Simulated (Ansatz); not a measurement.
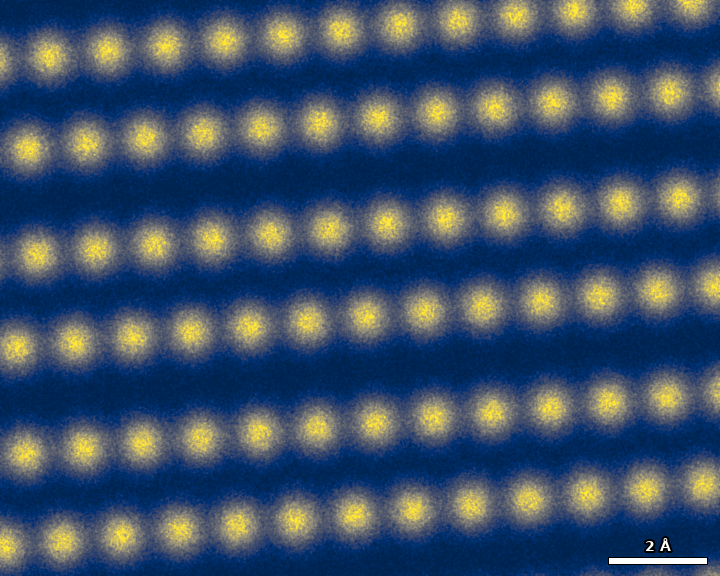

Z-contrast image of Rh. The image is simulated as a sum over atoms of Z^1.7, blurred by a 0.75 Å probe (no channelling). Shot noise was added.

### Give the net of the columns and its spacings.

The pattern repeats on a centred rectangular net of 1.2 × 8.2 Å.

### What is the plane group of the image?

c2mm: perpendicular mirror lines on a centred net, with further twofold points between them.

### How many columns does the smallest repeating cell hold, and how many levels of brightness?

2 columns in the primitive cell of 5.0 Å², all of one brightness.

The crystal is Rh (Cmcm, No. 63) seen along [201]. Structure: the geometry given to an electronic-structure calculation, possibly off equilibrium; the starting structure was generated, so it need not be a known form of this composition.
